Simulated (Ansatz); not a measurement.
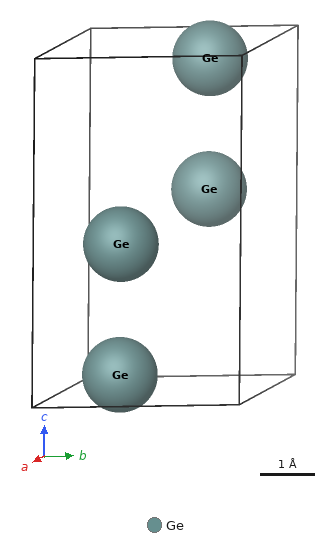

**Figure 1.** The structure (spheres-only view of the cell of the calculation, seen slightly off an axis). An atom can appear more than once, as a periodic image.

Run report: Ge, field-gradient calculation

The run: field-gradient calculation of Ge (4 atoms in the cell). Method and program: DFT, PBEsol, PAW with Ansatz's default frozen-core files, scalar-relativistic, no spin polarisation (Ansatz 0.2.0).

The structure derives from a Materials Project entry. It belongs to a series of runs on one base structure; here: equal xy, yz and zx shear strains of -3 %, PAW files. Figures and captions count atoms from 1; the log counts them from 0 in places.

### Output
```
Engine: ansatz 0.2.0, x86_64-unknown-linux-gnu
Pseudopotentials: kind: paw
Pseudopotential: Ge, paw, valence charge 14, recommended cutoff 420 eV (normal), Ge.paw.azcp
Functional definition: PBEsol
  exchange = pbesol_x
  correlation = pbesol_c
Crystal: 4 atoms, lattice volume = 91.271 Å³
Basis set: ecut = 420 eV, 1775 PW (Γ), exchange–correlation on 54×60×90 points (8 copies of the dense FFT grid, shifted against one another)
Bands: 34, of which v1, the nominal top of the filled ones, is band 28 counted from 1 (27 counted from 0)
Symmetry: 2 space group operations
Space group: P-1 (ITA 2), of the structure as read, at distance tolerance 4.5e-5 Å
k-points: 364 of 726
Non-local potential: Ge, projectors of the file, l = 0: 2, l = 1: 2, l = 2: 3, l = 3: 1
PAW form: soft (Blöchl's): semilocal exchange-correlation on the pseudo side does not see the compensation charge
PAW frozen core: Ge, regenerated for the run's functional, and the local potential with it (the file was generated under x = pbe(κ = 0.804, μ = 0.2195149727645171), c = pbe(β = 0.06672455060314922))
PAW one-centre angular grid: Ge, 590 points (default); XC on 64 Gauss nodes
Initial density: superposition of atomic densities (neutral atoms: chi_scale 0, normalization atom), corrected by the library's trained network
Initial wavefunctions: pseudopotential atomic-orbital guess
Functional: x = pbesol(κ = 0.804, μ = 0.12345679012345678), c = pbesol(β = 0.046)
SCF iter   1: F=—  HF=-17013.883824 eV  |F-HF|=—  |Δ(HF+E_count)|=         —  Δρ=2.24e-3  dr2=5.34e-3  ethr=1.77e-3  ⟨swp⟩=6.1  Hψ=48119  notcnv=0  defer=3
preconditioner: auto → Kerker (q_TF=auto, 2.515 Å⁻¹)  [metal: Δε(μ)=0.023 eV  Ē_g=22.477 eV  σ=0.050 eV  W_gap=0.11  n_scr=22 (ndim 8)  ℏωp=29.1 eV  f_vac=0.071  D(μ)=0.18/eV (n_scr^D=0)]
SCF iter   2: F=—  HF=-17013.880520 eV  |F-HF|=—  |Δ(HF+E_count)|=   3.30e-3  Δρ=1.62e-3  dr2=2.92e-3  ethr=9.54e-6  ⟨swp⟩=1.8  Hψ=23361  notcnv=0  defer=4
SCF iter   3: F=—  HF=-17013.880608 eV  |F-HF|=—  |Δ(HF+E_count)|=   8.81e-5  Δρ=9.86e-4  dr2=3.97e-4  ethr=5.22e-6  ⟨swp⟩=2.0  Hψ=22232  notcnv=0  defer=4
SCF iter   4: F=—  HF=-17013.880127 eV  |F-HF|=—  |Δ(HF+E_count)|=   4.81e-4  Δρ=2.70e-4  dr2=1.32e-4  ethr=7.10e-7  ⟨swp⟩=2.0  Hψ=22232  notcnv=0  defer=4
SCF iter   5: F=—  HF=-17013.880155 eV  |F-HF|=—  |Δ(HF+E_count)|=   2.81e-5  Δρ=1.82e-4  dr2=3.03e-5  ethr=2.35e-7  ⟨swp⟩=2.0  Hψ=22208  notcnv=0  defer=4
SCF iter   6: F=—  HF=-17013.880146 eV  |F-HF|=—  |Δ(HF+E_count)|=   8.77e-6  Δρ=4.21e-5  dr2=2.09e-6  ethr=5.40e-8  ⟨swp⟩=2.0  Hψ=14972  notcnv=0  defer=4
SCF iter   7: F=—  HF=-17013.880148 eV  |F-HF|=—  |Δ(HF+E_count)|=   1.79e-6  Δρ=1.72e-5  dr2=2.14e-7  ethr=3.73e-9  ⟨swp⟩=2.0  Hψ=22260  notcnv=0  defer=4
SCF iter   8: F=-17013.880148 eV  HF=-17013.880148 eV  |F-HF|=2.53e-8  |Δ(HF+E_count)|=   1.40e-9  Δρ=5.16e-6  dr2=1.71e-8  ethr=1.79e-10  ⟨swp⟩=10.5  Hψ=89928  notcnv=0
SCF 1 converged in 8 iterations: F = -17013.880148 eV  dr2 = 1.71e-8
  greatest PAW one-centre occupation: 0.998 electrons in one spin orbital (limit 2), on the Ge atom at site 2 (counted from 0), in its partial waves of l = 2
```

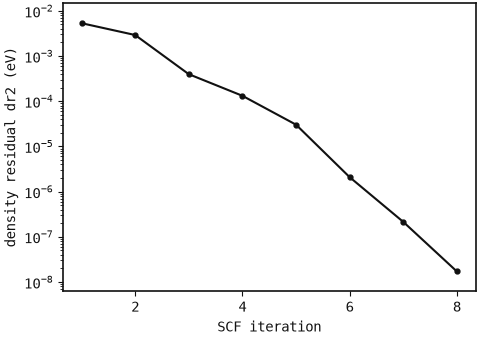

**Figure 2.** Convergence of the self-consistent field: density residual dr2 against the SCF iteration. The residual falls at every step.

```
SCF converged after 8 iterations
Free energy (F): -17013.880148 eV
Harris-Foulkes:  -17013.880148 eV  (|F-HF|=2.53e-8)
Internal energy: -17013.878599 eV  (E = F + TS)
E sigma→0 (E₀):  -17013.879374 eV
Entropy (-TS):   -0.001549 eV (-0.387 meV/atom)
Fermi energy:    8.405131 eV
--- Per-component energies (eV) ---
  E_band       = -610.229051
  E_kinetic    = 446.092491
  E_local      = -9925.524520  (includes V_loc(G=0)·N_el)
  E_nonlocal   = 1680.656948
  E_hartree    = 4350.380583
  E_xc         = -299.785598
  E_vxc        = -258.819197  (∫ρ·V_xc dr)
  E_paw        = -7916.588899  (= ΣΔE_a)
  E_vpaw       = -1253.409216  (= ΣTr[D̂ρ^β])
  E_aug_tail   = 0.001276  (compensation charges beyond the density's cutoff)
  E_ewald      = -5352.782625
  E_core_change = 3.671745  (= ΣΔE_core)
  E_smearing   = -0.001549  (= −TS)
  E_closure    = 0.000000  (closes the sum)
  Σ components = -17013.880148   (vs F -17013.880148, Δ=0.00e0)
--- Forces (eV/Å), atoms counted from 1 ---
  atom   1  Ge    -0.05405491     0.17223542     0.00693967
  atom   2  Ge     0.42634778     0.19654534     0.02737380
  atom   3  Ge    -0.42634778    -0.19654534    -0.02737380
  atom   4  Ge     0.05405491    -0.17223542    -0.00693967
  max |Σ_I F_I| component: 8.67e-19 eV/Å
--- Stress (GPa, compression-positive) ---
        0.199518       2.047524       1.451073
        2.047524       0.164675       1.448499
        1.451072       1.448499      -0.066744
  P = ⅓ Tr σ = 0.0991 GPa (0.991 kbar)
--- PAW observables at the nuclei: V_zz in 10²¹ V/m², potentials from the cell's mean, atoms counted from 1 ---
  atom   1  Ge V_zz =    -1.143642   η = 0.7636   by run symmetry: allowed
            electrostatic potential = -4321.249848 V   contact ρ = 209849.238296 e/Å³
  atom   2  Ge V_zz =    -2.463493   η = 0.2308   by run symmetry: allowed
            electrostatic potential = -4321.250249 V   contact ρ = 209849.247286 e/Å³
  atom   3  Ge V_zz =    -2.463493   η = 0.2308   by run symmetry: allowed
            electrostatic potential = -4321.250249 V   contact ρ = 209849.247286 e/Å³
  atom   4  Ge V_zz =    -1.143642   η = 0.7636   by run symmetry: allowed
            electrostatic potential = -4321.249848 V   contact ρ = 209849.238296 e/Å³
--- Band table (eV; the first three rows and the last of 364) ---
  k-point 0: bands = ["-16.5173", "-16.4966", "-16.4801", "-16.4579", "-16.4530", "-16.4529", "-16.4405", "-16.4376", "-16.3913", "-16.3847", "-16.2671", "-16.2587", "-16.2500", "-16.2417", "-16.2409", "-16.2131", "-16.2111", "-16.2086", "-16.1910", "-16.1712", "-4.4133", "-2.3636", "0.7534", "6.8399", "6.9613", "8.1928", "8.2239", "8.3087", "8.4651", "8.6077", "10.4946", "10.7889", "11.1009", "12.7760"]
  k-point 1: bands = ["-16.5158", "-16.4953", "-16.4818", "-16.4586", "-16.4582", "-16.4528", "-16.4349", "-16.4333", "-16.3943", "-16.3885", "-16.2643", "-16.2568", "-16.2495", "-16.2419", "-16.2412", "-16.2210", "-16.2082", "-16.2033", "-16.1924", "-16.1729", "-4.3295", "-2.6304", "1.1894", "6.6687", "6.9178", "7.0351", "8.2725", "8.3255", "8.3954", "9.4860", "10.6711", "10.9380", "11.2320", "12.5851"]
  k-point 2: bands = ["-16.5119", "-16.4941", "-16.4833", "-16.4678", "-16.4573", "-16.4535", "-16.4250", "-16.4234", "-16.4023", "-16.3982", "-16.2579", "-16.2524", "-16.2476", "-16.2445", "-16.2409", "-16.2300", "-16.2063", "-16.1976", "-16.1934", "-16.1777", "-4.0814", "-3.1636", "2.2254", "5.0748", "7.1209", "7.2334", "7.9049", "8.0073", "8.5888", "9.4848", "11.0775", "11.3334", "12.1336", "12.3266"]
  k-point 363: bands = ["-16.5234", "-16.5107", "-16.5010", "-16.4862", "-16.4464", "-16.4112", "-16.3875", "-16.3779", "-16.3565", "-16.3358", "-16.3143", "-16.3121", "-16.3028", "-16.2752", "-16.2589", "-16.2428", "-16.1928", "-16.1780", "-16.1698", "-16.1597", "-2.6008", "-0.8603", "-0.0711", "1.8638", "3.9910", "4.9560", "6.2371", "6.2951", "9.3975", "9.9015", "11.5028", "11.8466", "12.8589", "13.7334"]
```

### File rho_z.tsv
```
# z_ang	rho[e/angstrom^3]
# format = ansatz-planar-average/11
# lattice	3.997585843	-0.059963788	-0.059963788
# lattice	-2.050723085	3.491992788	-0.021948270
# lattice	-0.098990669	-0.098990669	6.599377950
# sites	4
# site	32	1.975256230	1.117795101	0.367817174
# site	32	-0.090342081	2.252285291	3.680177988
# site	32	1.938214169	1.080753040	2.837287904
# site	32	-0.127384142	2.215243230	6.149648719
0.000000	7.828656e-1
0.146686	9.623857e-1
0.293372	1.335828e0
0.440058	1.455860e0
0.586743	1.109986e0
0.733429	6.371475e-1
0.880115	3.418066e-1
1.026801	2.102680e-1
1.173487	1.516703e-1
1.320173	1.224858e-1
1.466858	1.074655e-1
1.613544	1.014280e-1
1.760230	1.033887e-1
1.906916	1.137159e-1
2.053602	1.346000e-1
2.200288	1.756697e-1
2.346973	2.620207e-1
2.493659	4.631161e-1
2.640345	8.617705e-1
2.787031	1.328394e0
2.933717	1.455246e0
3.080403	1.149265e0
3.227088	8.300852e-1
3.373774	8.300852e-1
3.520460	1.149265e0
3.667146	1.455246e0
3.813832	1.328394e0
3.960518	8.617705e-1
4.107203	4.631161e-1
4.253889	2.620207e-1
4.400575	1.756697e-1
4.547261	1.346000e-1
4.693947	1.137159e-1
4.840633	1.033887e-1
4.987318	1.014280e-1
5.134004	1.074655e-1
5.280690	1.224858e-1
5.427376	1.516703e-1
5.574062	2.102680e-1
5.720748	3.418066e-1
5.867433	6.371475e-1
6.014119	1.109986e0
6.160805	1.455860e0
6.307491	1.335828e0
6.454177	9.623857e-1
```

### File v_z.tsv
```
# z_ang	v_es[eV]	v_tot[eV]
# format = ansatz-planar-average/11
# xc	pbesol
# density_cutoff_ev	1680
# datasets	Ge=:simpson_from_first_knot:soft:shift=-1170623
# lattice	3.997585843	-0.059963788	-0.059963788
# lattice	-2.050723085	3.491992788	-0.021948270
# lattice	-0.098990669	-0.098990669	6.599377950
# sites	4
# site	32	1.975256230	1.117795101	0.367817174
# site	32	-0.090342081	2.252285291	3.680177988
# site	32	1.938214169	1.080753040	2.837287904
# site	32	-0.127384142	2.215243230	6.149648719
0.000000	-1.399406e0	-1.321796e1
0.146686	-1.163336e0	-1.288673e1
0.293372	-4.321477e-1	-1.191180e1
0.440058	6.989898e-1	-1.040576e1
0.586743	1.947862e0	-8.642839e0
0.733429	3.268349e0	-6.689010e0
0.880115	4.729651e0	-4.504141e0
1.026801	6.303935e0	-2.206815e0
1.173487	7.904740e0	-5.197187e-3
1.320173	9.243417e0	1.771448e0
1.466858	1.003087e1	2.790418e0
1.613544	1.032989e1	3.141565e0
1.760230	1.023204e1	3.031080e0
1.906916	9.708608e0	2.380969e0
2.053602	8.631929e0	9.645621e-1
2.200288	7.113164e0	-1.075990e0
2.346973	5.505792e0	-3.355742e0
2.493659	3.982782e0	-5.619029e0
2.640345	2.593292e0	-7.692834e0
2.787031	1.321553e0	-9.541179e0
2.933717	1.033993e-1	-1.120513e1
3.080403	-8.579408e-1	-1.247367e1
3.227088	-1.338407e0	-1.313066e1
3.373774	-1.338407e0	-1.313066e1
3.520460	-8.579408e-1	-1.247367e1
3.667146	1.033993e-1	-1.120513e1
3.813832	1.321553e0	-9.541179e0
3.960518	2.593292e0	-7.692834e0
4.107203	3.982782e0	-5.619029e0
4.253889	5.505792e0	-3.355742e0
4.400575	7.113164e0	-1.075990e0
4.547261	8.631929e0	9.645621e-1
4.693947	9.708608e0	2.380969e0
4.840633	1.023204e1	3.031080e0
4.987318	1.032989e1	3.141565e0
5.134004	1.003087e1	2.790418e0
5.280690	9.243417e0	1.771448e0
5.427376	7.904740e0	-5.197187e-3
5.574062	6.303935e0	-2.206815e0
5.720748	4.729651e0	-4.504141e0
5.867433	3.268349e0	-6.689010e0
6.014119	1.947862e0	-8.642839e0
6.160805	6.989898e-1	-1.040576e1
6.307491	-4.321477e-1	-1.191180e1
6.454177	-1.163336e0	-1.288673e1
```

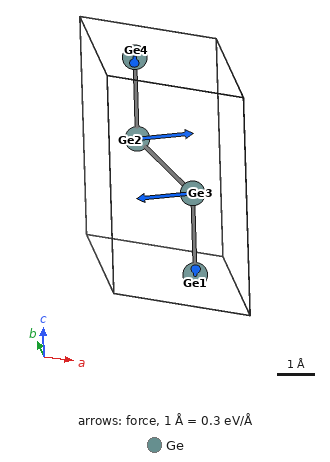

**Figure 3.** Forces on the atoms as blue arrows (ball-and-stick view of the cell of the calculation, seen at an oblique angle; atoms are numbered from 1 in the order of the input). The largest act on Ge2, Ge3 (0.47 eV/Å); Ge1, Ge4 (0.18 eV/Å). The geometry is not a stationary point of this energy.

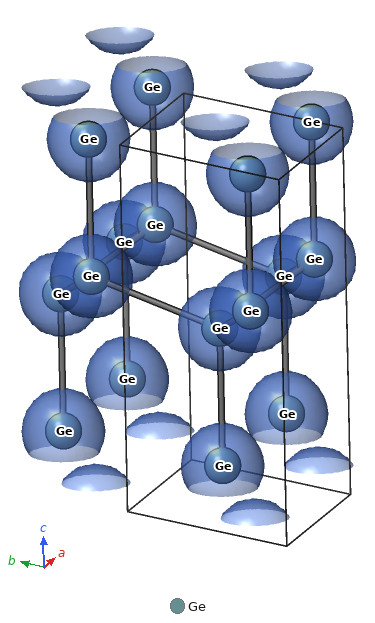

**Figure 4.** Isosurface of the valence pseudo-density at 1 e/Å³ (blue), seen at an oblique angle. Sticks mark near contacts. The outline is the cell set on symmetry axes. At this value the density breaks into separate islands; it holds about 70 % of the electrons treated as valence (semicore included). It is pinched off along the Ge–Ge (2.39 Å) and Ge–Ge (2.46 Å) contacts. On the grid the lowest density along these lines, outside the cores, is 0.55 e/Å³ (Ge–Ge, 2.39 Å) and 0.5 e/Å³ (Ge–Ge, 2.46 Å). Core electrons are frozen (PAW), so the fields are smoothed inside the atomic spheres.

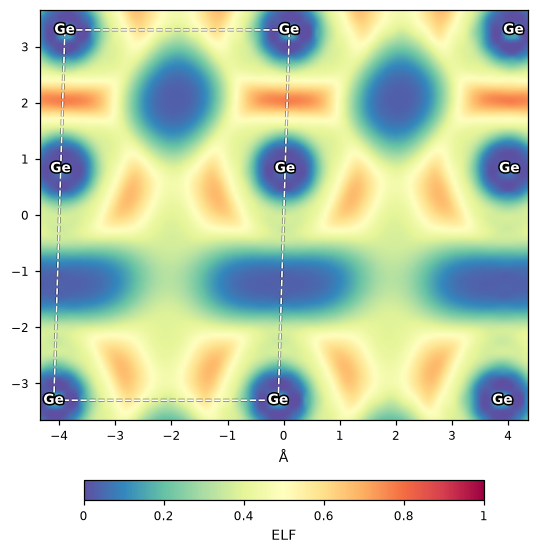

**Figure 5.** Electron localisation function on the (100) plane of the conventional cell.

This output came from the following input.

### Input file
```yaml
crystal:
  lattice:
    - [3.9975858431, -0.0599637876, -0.0599637876]
    - [-2.050723085, 3.4919927878, -0.0219482696]
    - [-0.0989906692, -0.0989906692, 6.59937795]
  atoms:
    - { symbol: Ge, position: [0.6666666667, 0.3333333333, 0.06290125] }
    - { symbol: Ge, position: [0.3333333333, 0.6666666667, 0.56290125] }
    - { symbol: Ge, position: [0.6666666667, 0.3333333333, 0.43709875] }
    - { symbol: Ge, position: [0.3333333333, 0.6666666667, 0.93709875] }
kpoints:
  mp_grid: { grid: [11, 11, 6] }
scf:
  occupations: { method: fermi_dirac, width: 0.05 }
hamiltonian:
  xc: pbesol
  pseudopotentials: { kind: paw }
output:
  forces: true
  stress: true
  eigenvalues: true
  efg: { contact_densities: true }
  write_density: true
  write_potential: true
  elf: true
  volumetric_format: npy
```

Launched with:
```bash
ansatz run input.yaml --threads 1 --pin off --max-ram 6144MiB --backend cpu --events-out ev --progress --plain --runs-dir out
```

### Key numbers

| quantity | value |
| --- | --- |
| outcome | converged |
| space group (tolerance 0.01 Å) | P-1 (2) |
| electrons treated | 56 |
| free energy | −17013.8801 eV |
| Fermi energy | 8.405 eV |
| pressure | 0.10 GPa |
| field gradient V_zz (10²¹ V/m²) | Ge −1.14, Ge −2.46, Ge −2.46, Ge −1.14 |
| largest force (length of the vector) | 0.470 eV/Å |
| hardware | 1 thread of Intel Xeon @ 2.50GHz (Skylake/Cascade Lake), 32 GiB of memory available, shared host |
| wall time | 72 s |
| peak memory | 0.98 GiB |
